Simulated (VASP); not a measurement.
```
CELL_PARAMETERS angstrom
2.83633 0.00000 0.00000
-1.41816 2.45633 0.00000
0.00000 0.00000 2.76811
ATOMIC_POSITIONS crystal
Cu 0.00000 0.00000 0.00000
O 0.66667 0.33333 0.50000
```

Space group P-6m2; a generated structure, not necessarily the stable one; built by placing these elements on a known structure type; computed pressure about −16 GPa in this cell.

Level of theory: Kohn-Sham DFT of a periodic cell, LDA, VASP PAW LDA potentials, recommended (VASP).

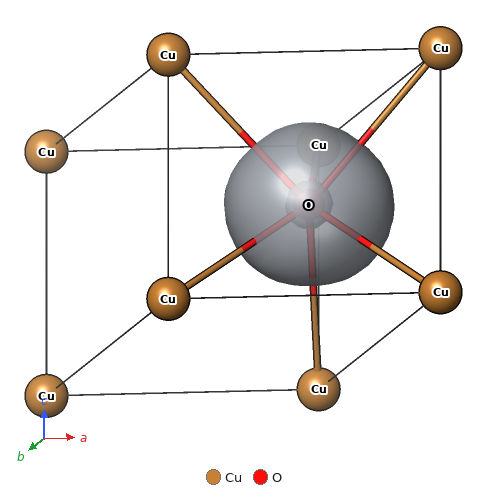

CuO. Isosurface of the ELF at 0.6 (grey), seen at an oblique angle. Core shells and regions of very low density are left out. Sticks mark near contacts.

Core electrons are frozen (PAW), and the valence fields are smoothed inside the atomic spheres.

> What do the ELF domains correspond to?

The ELF exceeds this value in one region wrapped around O (its valence shell), counted in one cell of 2 atoms. Any copies at cell faces, edges or corners count once.

Values along the shortest contacts:
Cu–O (2.14 Å): the ELF peaks at about 0.80 in the valence shell of O, 0.6 Å from its nucleus, and is about 0.20 at the midpoint (no shared electron pair shows on this line).
